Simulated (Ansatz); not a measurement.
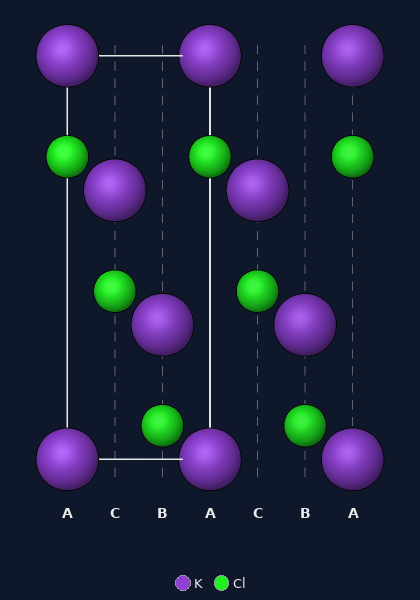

The picture looks along a close-packed row of the hexagonal mesh; [111] points upwards. The dashed lines mark the three columns A (0, 0), B (1/3, 2/3) and C (2/3, 1/3). The box is the hexagonal cell of the face-centred cubic lattice. The sequence starts with the first layer at or above the cell's origin.

KCl (space group F-43m, No. 216): the input geometry of an electronic-structure calculation (not necessarily at equilibrium); the starting structure was generated, so it need not be a known form of this composition.

List the layers of one repeat.

K(A) – Cl(B) – K(B) – Cl(C) – K(C) – Cl(A) (six layers in 12.15 Å).

How are the Cl layers alone stacked?

Cl layers alone: BCA, the cubic close-packed type.

Which positions between or in the Cl layers do the other atoms fill?

K: three tetrahedral sites (per hexagonal cell).

What short polytype symbol fits?

Polytype symbol 3C, the symbol of a tetrahedral polytype (number of double layers in the repeat and lattice).

Heights of the layers:

| layer | atoms (column) | height (Å) | to next (Å) |
| --- | --- | --- | --- |
| 1 | K(A) | 0.00 | 1.01 |
| 2 | Cl(B) | 1.01 | 3.04 |
| 3 | K(B) | 4.05 | 1.01 |
| 4 | Cl(C) | 5.06 | 3.04 |
| 5 | K(C) | 8.10 | 1.01 |
| 6 | Cl(A) | 9.11 | 3.04 |
